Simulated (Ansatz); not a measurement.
# HfO2: 5 runs along one coordinate

System: HfO2 (I4/mmm, 3 atoms in the cell).
Method: DFT PBEsol, scalar-relativistic, plane waves, PAW, no spin polarisation (Ansatz 0.2.0).

The 5 runs differ only in the geometry, by a strain of the cell at fixed fractional positions. Against run 3, the strain is εxx = η and εyy = η. The structure derives from an entry of the Crystallography Open Database.

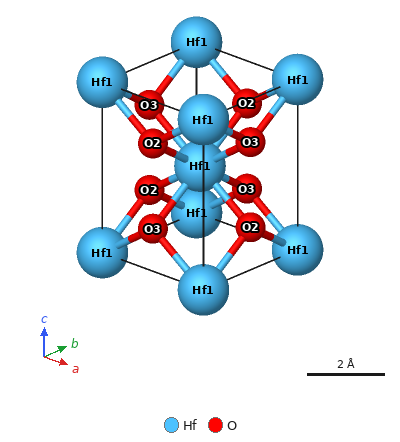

Figure 1. The structure of run 3 (ball-and-stick view of the cell 2 times as large as that of the calculation, set on its symmetry axes, seen at an oblique angle; atoms are numbered from 1 in the order of the input).

## Input of run 3
```yaml
crystal:
  lattice:
    - [0.0, 2.5575, 2.429625]
    - [2.5575, 0.0, 2.429625]
    - [2.5575, 2.5575, 0.0]
  atoms:
    - { symbol: Hf, position: [0.0, 0.0, 0.0] }
    - { symbol: O, position: [0.25, 0.25, 0.25] }
    - { symbol: O, position: [0.75, 0.75, 0.75] }
basis:
  ecutwfc: 420
kpoints:
  mp_grid: { grid: [8, 8, 8] }
hamiltonian:
  xc: pbesol
scf:
  occupations: { method: gaussian, width: 0.05 }
output:
  forces: true
  stress: true
  eigenvalues: true
```

Lattice vectors (Å) and fractional positions of run 3:
```
   0.000000    2.557500    2.429625
   2.557500    0.000000    2.429625
   2.557500    2.557500    0.000000
Hf  0.000000  0.000000  0.000000
O   0.250000  0.250000  0.250000
O   0.750000  0.750000  0.750000
```

Run 2 differs from it as follows:
```diff
-    - [0.0, 2.5575, 2.429625]
-    - [2.5575, 0.0, 2.429625]
-    - [2.5575, 2.5575, 0.0]
+    - [0.0, 2.4935625, 2.429625]
+    - [2.4935625, 0.0, 2.429625]
+    - [2.4935625, 2.4935625, 0.0]
```

## Results, with one run withheld

```tsv
run	strain parameter η (%)	free energy per atom, from the lowest run given (meV)	pressure (GPa)	gap on the mesh (eV)
1	−5.0000	91.63	37.41	3.93
2	−2.5000	?	?	?
3	0.0000	0.00	2.61	3.12
4	2.5000	44.83	−9.48	2.72
5	5.0000	137.46	−18.91	2.33
```

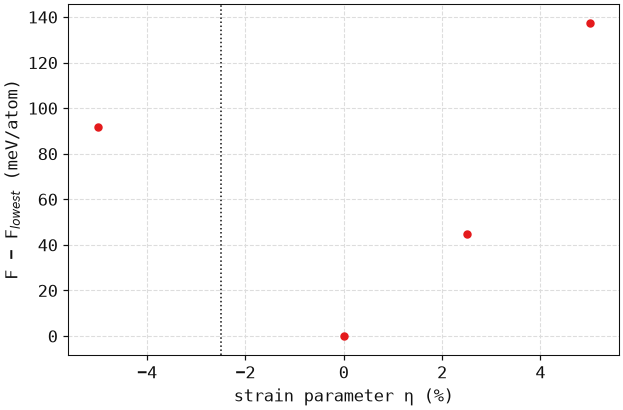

Figure 2. Free energy per atom of the runs given; the dotted line marks run 2.

What should run 2 give?

A quadratic polynomial in the coordinate, fitted to the 4 runs given, misses them by at most 2.76 meV per atom. With x = η − 0.6250, it reads F = 6.7801 + 10.362 x + 4.5129 x² (meV per atom). At run 2 it gives 18.47 meV per atom, and the run itself gives 12.01. The fit has its minimum at η = −0.5230 %. So low a polynomial doesn't follow these energies more closely. The gap on the mesh goes, without turning, from 3.93 eV in run 1 to 2.33 eV in run 5; run 2 has 3.55 eV. These are gaps of this functional on this mesh, which can miss the band edges; they aren't the measured gap.

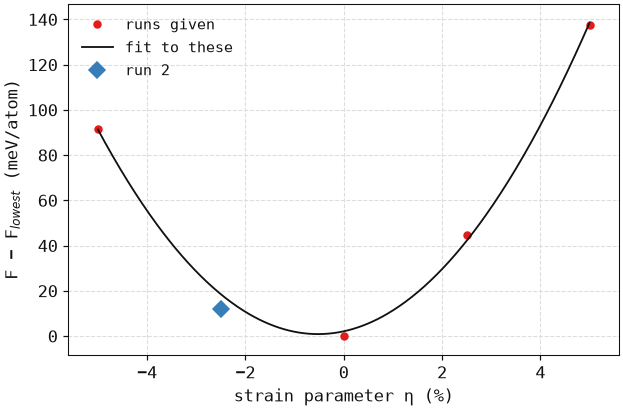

Figure 3. The fit and the withheld run.

## Output, shortened to warnings, some set-up lines, iterations and results (run 2)
```
Basis set: ecut = 420 eV, 585 PW (Γ), exchange–correlation on 48×48×48 points (8 copies of the dense FFT grid, shifted against one another)
Symmetry: 16 space group operations
k-points: 59 of 512
Initial density: superposition of atomic densities (neutral atoms: chi_scale 0, normalization atom), corrected by the library's trained network
[...]
SCF iter   1: F=—  HF=-16724.970768 eV  |F-HF|=—  |Δ(HF+E_count)|=         —  Δρ=1.73e-2  dr2=6.77e-2  ethr=1.77e-3  ⟨swp⟩=5.0  Hψ=5055  notcnv=0
SCF iter   2: F=—  HF=-16724.958649 eV  |F-HF|=—  |Δ(HF+E_count)|=   1.21e-2  Δρ=9.32e-3  dr2=2.10e-2  ethr=1.78e-4  ⟨swp⟩=2.0  Hψ=2943  notcnv=0
SCF iter   3: F=—  HF=-16724.952749 eV  |F-HF|=—  |Δ(HF+E_count)|=   5.90e-3  Δρ=1.47e-3  dr2=2.45e-4  ethr=5.52e-5  ⟨swp⟩=2.0  Hψ=2431  notcnv=0
SCF iter   4: F=—  HF=-16724.952830 eV  |F-HF|=—  |Δ(HF+E_count)|=   8.09e-5  Δρ=5.77e-4  dr2=3.18e-5  ethr=6.44e-7  ⟨swp⟩=2.2  Hψ=2229  notcnv=0
SCF iter   5: F=—  HF=-16724.952826 eV  |F-HF|=—  |Δ(HF+E_count)|=   4.08e-6  Δρ=1.13e-4  dr2=1.27e-6  ethr=8.37e-8  ⟨swp⟩=2.0  Hψ=2316  notcnv=0
SCF iter   6: F=-16724.952827 eV  HF=-16724.952827 eV  |F-HF|=3.16e-9  |Δ(HF+E_count)|=   1.24e-6  Δρ=5.94e-6  dr2=5.92e-9  ethr=2.63e-10  ⟨swp⟩=6.0  Hψ=6652  notcnv=0
SCF 1 converged in 6 iterations: F = -16724.952827 eV  dr2 = 5.92e-9
SCF converged after 6 iterations
Free energy (F): -16724.952827 eV
Harris-Foulkes:  -16724.952827 eV  (|F-HF|=3.16e-9)
Internal energy: -16724.952827 eV  (E = F + TS)
E sigma→0 (E₀):  -16724.952827 eV
Fermi energy:    19.485795 eV
--- Per-component energies (eV) ---
  E_band       = 113.156323
  E_kinetic    = 777.960308
  E_local      = -5519.700516  (includes V_loc(G=0)·N_el)
  E_nonlocal   = -1139.891263
  E_hartree    = 2550.744197
  E_xc         = -445.438726
  E_vxc        = -455.786377  (∫ρ·V_xc dr)
  E_paw        = -7112.488468  (= ΣΔE_a)
  E_vpaw       = 1349.079176  (= ΣTr[D̂ρ^β])
  E_aug_tail   = 0.004912  (compensation charges beyond the density's cutoff)
  E_ewald      = -5837.464939
  E_core_change = 1.321667  (= ΣΔE_core)
  E_smearing   = -0.000000  (= −TS)
  E_closure    = 0.000000  (closes the sum)
  Σ components = -16724.952827   (vs F -16724.952827, Δ=0.00e0)
--- Forces (eV/Å), atoms counted from 1 ---
  atom   1  Hf    -0.00000000    -0.00000000     0.00000000
  atom   2  O      0.00000000     0.00000000     0.00000000
  atom   3  O     -0.00000000     0.00000000     0.00000000
  max |Σ_I F_I| component: 6.31e-30 eV/Å
--- Stress (GPa, compression-positive) ---
       13.621227       0.000000       0.000000
        0.000000      13.621227       0.000000
        0.000000       0.000000      26.712580
  P = ⅓ Tr σ = 17.9850 GPa (179.850 kbar)
```

Notes: Spin–orbit coupling is left out, which matters for Hf.
